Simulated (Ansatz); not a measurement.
**Bi2Se3 (slab): density, localisation and related maps**

```xyz
5
Lattice="4.1243 0.0000 0.0000 -2.0622 3.5718 0.0000 0.0000 0.0000 39.9783" Properties=species:S:1:pos:R:3 pbc="T T T"
Se    0.0000    0.0000   16.4711
Bi    0.0000    2.3812   18.0514
Se    2.0622    1.1906   19.9892
Bi    0.0000    0.0000   21.9269
Se    0.0000    2.3812   23.5073
```

Built by placing these elements on a known structure type.

Theory: DFT PBE+D3(BJ), scalar-relativistic, plane waves, PAW in Ansatz 0.2.0.

The density is the valence pseudo-density of a PAW calculation; it isn't the true density close to the nuclei.

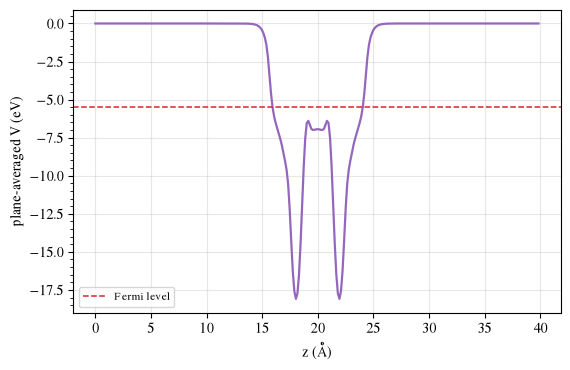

Figure 1. Plane average of the electrostatic potential energy of an electron across the slab.

Question: How far above the Fermi level of the calculation is the vacuum level?

Answer: 5.5 eV. The slab has a gap, so the Fermi level lies inside it and this isn't a work function in the metallic sense.

Question: How thick is the slab, and how wide the vacuum?

Answer: The outermost nuclei are 7.0 Å apart, in 5 atomic planes; the vacuum between periodic images is 32.9 Å wide.

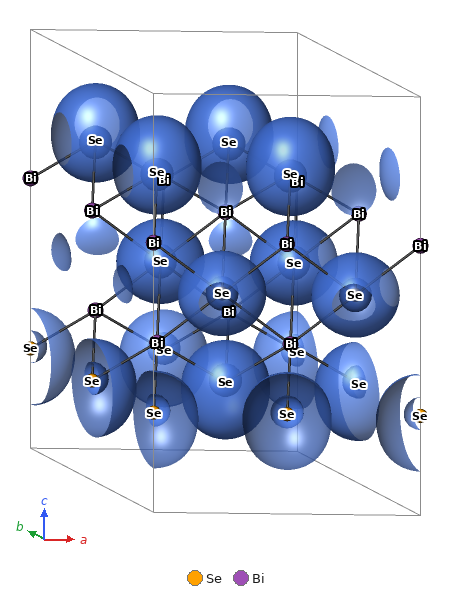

Figure 2. Isosurface of the electron localisation function at 0.6 (blue), seen slightly off an axis. Only the valence region is drawn (cores and ρ < 0.01 e/Å³ removed). Sticks mark near contacts.

Question: What do the ELF domains correspond to?

Answer: The surface consists of three regions wrapped around Se (the valence shell of each), counted in one cell of 5 atoms. Counts are for one cell; the picture repeats the cell along the surface.


Bi–Se (2.86 Å): the ELF is about 0.45 at the midpoint and 0.35 at its lowest between the atoms. Bi–Se (3.07 Å): the ELF is about 0.30 at the midpoint.

Question: What Bader charges does the calculation give?

Answer: Electrons move from Bi towards Se. Bader charges: Se −0.84 to −0.62 and Bi +1.04 e.
